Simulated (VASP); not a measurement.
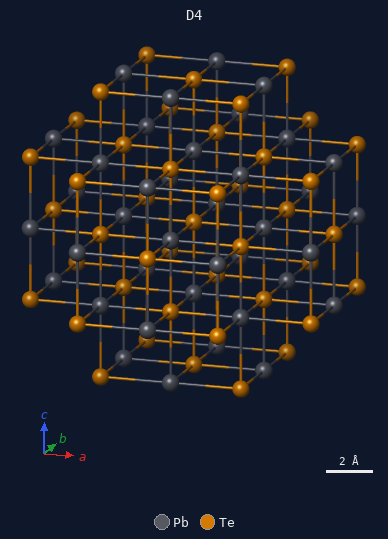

Crystalline TePb (set up in Fm-3m), relaxed (cell and atoms) with several dispersion corrections. The picture shows the result with D4. Style: ball-and-stick. Shown: the conventional cell (4 times the calculation's cell), slightly off an axis. Lengths and directions refer to the drawn axes.

Computed with VASP 6.6.1: RPBE, VASP PAW PBE potentials, recommended. Settings: plane-wave cutoff 600 eV; k-point mesh 7 × 7 × 7; occupations fermi-dirac; smearing width 0.05 eV; no spin polarisation.

```tsv
dispersion correction	volume (Å³/atom)	a (Å)
D4	33.692	6.460
D3	?	?
D3(BJ)	26.963	5.997
none	36.787	6.652
```

One row is withheld. What does the calculation give there?

With D3 the volume falls between D4 (33.692) and none (36.787). The calculation gives 35.949 Å³/atom (a = 6.601 Å). In order of volume: D3(BJ) < D4 < D3 < none; the spread is 36.4 %.
